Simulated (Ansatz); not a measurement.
## Nb (space group Fm-3m, No. 225): the states at the Fermi level

Input

```yaml
crystal:
  lattice:
    - [0.0, 2.115, 2.115]
    - [2.115, 0.0, 2.115]
    - [2.115, 2.115, 0.0]
  atoms:
    - { symbol: Nb, position: [0.0, 0.0, 0.0] }
basis:
  ecutwfc: 420
kpoints:
  mp_grid: { grid: [16, 16, 16] }
hamiltonian:
  xc: pbe
scf:
  occupations: { method: gaussian, width: 0.05 }
output:
  forces: true
  eigenvalues: true
  eigenstates:
    nscf_kmesh: { grid: [34, 34, 34] }
    top_band: c6
    de_dk: true
    localisation: false
  stress: true
checkpoint:
  write: ck
  compress: false
  write_wavefunctions: false
  write_every: 100000
```

Run with:

```sh
ansatz run input.yaml --threads 1 --pin off --max-ram 3072MiB --backend cpu --events-out ev --progress --plain --runs-dir out
```

All numbers here come from Ansatz 0.2.0, DFT PBE, scalar-relativistic, plane waves, PAW; levels and slopes on a dense k mesh at the converged density. No spin polarisation. The levels come from a k mesh of 34×34×34 points. Unrelaxed database geometry.

### 1. The sheets

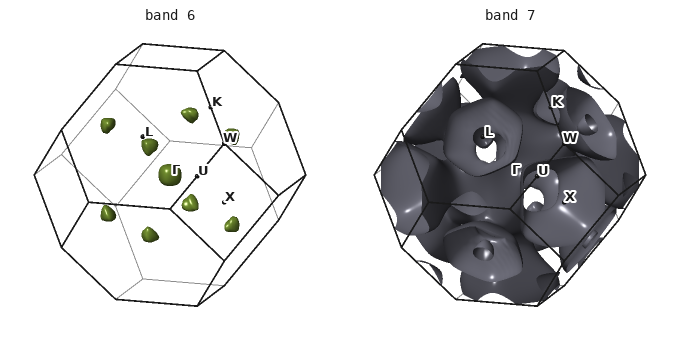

The figure shows the computed Fermi surface of this crystal. Each panel holds one band. The brighter face of a sheet looks towards empty states.

> What does each sheet look like, and where are the electron and hole pockets?

Two bands cross the Fermi level; this is a three-dimensional metal.

Band 6: one hole pocket centred at Γ (0.09 % of the zone) and specks under 0.04 % of the zone, which the mesh doesn't resolve and which may come from the interpolation.
Band 7: four electron pockets centred at L (each 0.11 % of the zone) and a multiply connected open sheet, with filled and empty regions both running through the repeated zones in all directions (the band is filled at L and empty at Γ and X).
A pocket cut by a face of the zone is counted once with the part on the opposite face.
The shape of the surface of all these bands changes its kind within 0.05 eV of this level, so small parts may appear, vanish, join or separate.

### 2. Cuts and bands

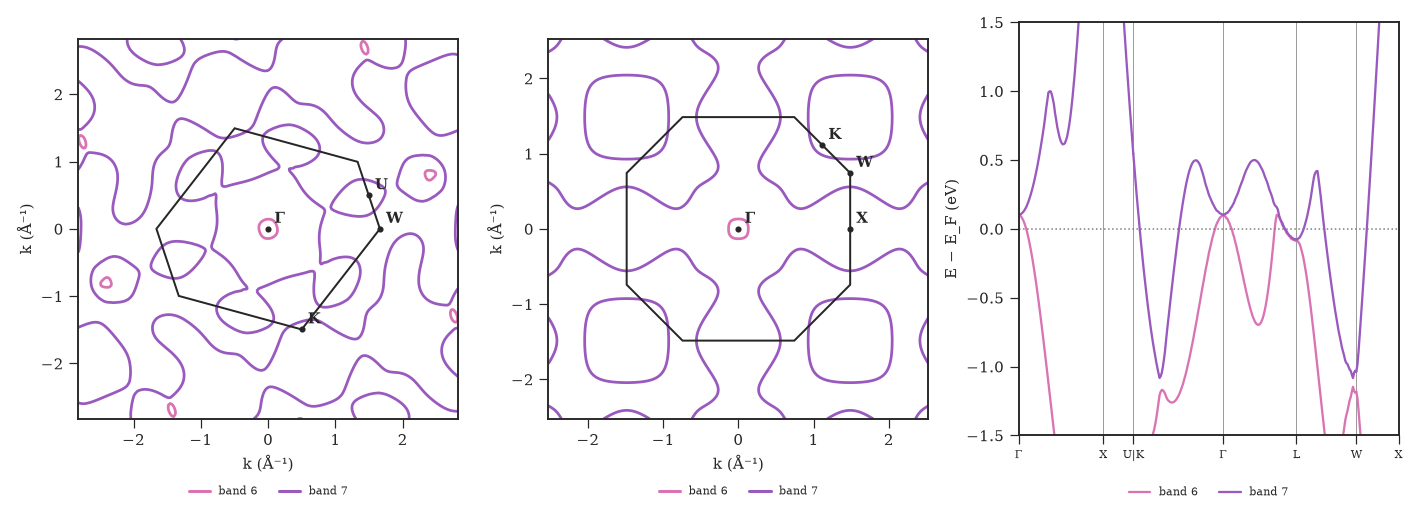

This crystal: cuts through the Fermi surface in the plane through Γ, W and U and the plane through Γ, X and W, and the bands that cross the Fermi level.

> For each band, read its level at the labelled points (eV from the Fermi level).

| band | Γ | X | L |
| --- | --- | --- | --- |
| band 6 | +0.10 | below | −0.08 |
| band 7 | +0.10 | above | −0.08 |

Negative values are filled states; "above" and "below" lie outside the plotted window.

### 3. Speeds

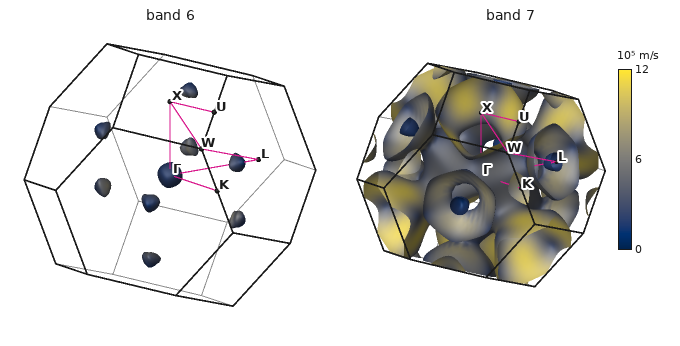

Fermi surface of this crystal, coloured by the Fermi speed.

> Give the range and mean of the Fermi speed for each band.

Band 6: 1.7 to 6.1 × 10⁵ m/s over most of the sheet, 3.0 × 10⁵ m/s on average over states. Band 7: 1.9 to 10 × 10⁵ m/s over most of the sheet, 5.1 × 10⁵ m/s on average over states.

> Which of these bands adds most to the density of states at the Fermi level?

Band 7, with 1.4 of 1.5 states/eV per cell.

Spin-orbit coupling is left out; with Nb it can split, shift or remove sheets. Necks and pockets thinner than about two mesh steps aren't resolved, so separate pockets may in truth be joined.

Cost: 7.5 s on 1 thread of AMD EPYC 9R14 (Zen 4), on a shared host, peak memory 0.45 GiB.
